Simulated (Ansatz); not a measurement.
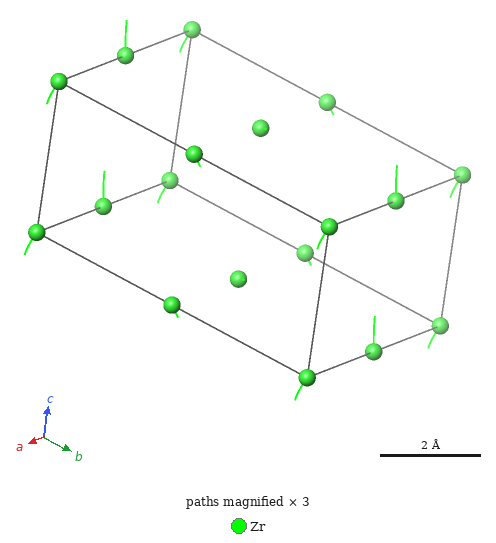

First-principles dynamics of a 4-atom cell of Zr (set up in Im-3m), 45 fs long. Lines trace each atom's path, in the colour of its element; spheres stand at the starting positions. The excursions are magnified 3 times. Seen slightly off an axis in the simulation cell.

All numbers below come from DFT, PBE, all-electron LAPW, scalar-relativistic (Ansatz). Run with plane-wave cutoff 192 eV; k-point mesh 4 × 4 × 7; Fermi-Dirac smearing 0.08 eV; constant energy (NVE); velocities drawn for 1200 K; time step 1.5 fs.

Question: How do the atoms move?

Answer: In the second half of the run the atoms are, in the root-mean-square, this far from where they began (common drift taken out): Zr 0.16 Å. The run lasts only 45 fs, too short to tell vibration from diffusion. Over the second half the temperature averages 895 K (spread ±121 K). The potential energy is still drifting at the end, so the run hasn't reached equilibrium. The potential energy in the second half lies on average 29.7 meV per atom above the first frame. The mean pressure there is 1.9 GPa. The total energy stays between −0.0058 and 0.0093 meV per atom of its start. A straight-line fit has a slope that amounts to +0.0035 meV per atom over 45 fs (under 0.1 % of the mean kinetic energy), and the ripple about it is under 0.1 % of the kinetic energy's fluctuation. With a drift under 2 % and a ripple under 7 %, the integration is accurate.
